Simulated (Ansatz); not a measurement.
A Fermi-surface calculation for As in space group Cmce.

```
As
1.0
     1.82500   -5.50000    0.00000
     1.82500    5.50000    0.00000
     0.00000    0.00000    4.47000
As
4
Direct
  0.11000 0.89000 0.06000
  0.61000 0.39000 0.44000
  0.89000 0.11000 0.94000
  0.39000 0.61000 0.56000
```

Computed with DFT PBEsol, scalar-relativistic, plane waves, PAW; levels and slopes on a dense k mesh at the converged density (Ansatz). No spin polarisation. Mesh 20×20×16, interpolated with the band slopes. Unrelaxed database geometry.

Two bands cross the Fermi level; this is a semimetal: only small electron and hole pockets. The density of states at the Fermi level is 0.25 states/eV per primitive cell. The intraband plasma frequencies along the cartesian axes x, y and z of the cell as given are 0.76, 0.89 and 1.1 eV.

Band 30: two hole pockets on the Γ–Z line, no more than about three mesh steps wide (each 0.05 % of the zone), only 50 meV deep and specks under 0.04 % of the zone, which the mesh doesn't resolve and which may come from the interpolation; mean Fermi speed 5.2 × 10⁵ m/s.
Band 31: two electron pockets on the Y–C₀ line, no more than about three mesh steps wide (each 0.08 % of the zone); mean Fermi speed 3.7 × 10⁵ m/s.
A pocket cut by a face of the zone is counted once with the part on the opposite face.
The shape of the surface of all these bands changes its kind within 0.08 eV of this level, so small parts may appear, vanish, join or separate.

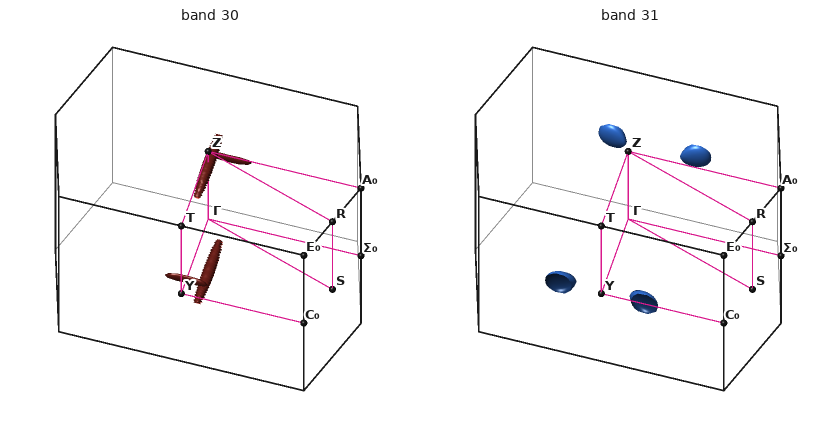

Each panel holds one band. The brighter face of a sheet looks towards empty states.

Semilocal functionals overstate band overlaps, so a small overlap like this can be a small gap in truth. The Fermi level moves by 0.050 eV between the self-consistent and the finer mesh, more than the depth of the shallowest pocket, which is therefore unsettled, and so is the density of states. Necks and pockets thinner than about two mesh steps aren't resolved, so separate pockets may in truth be joined.
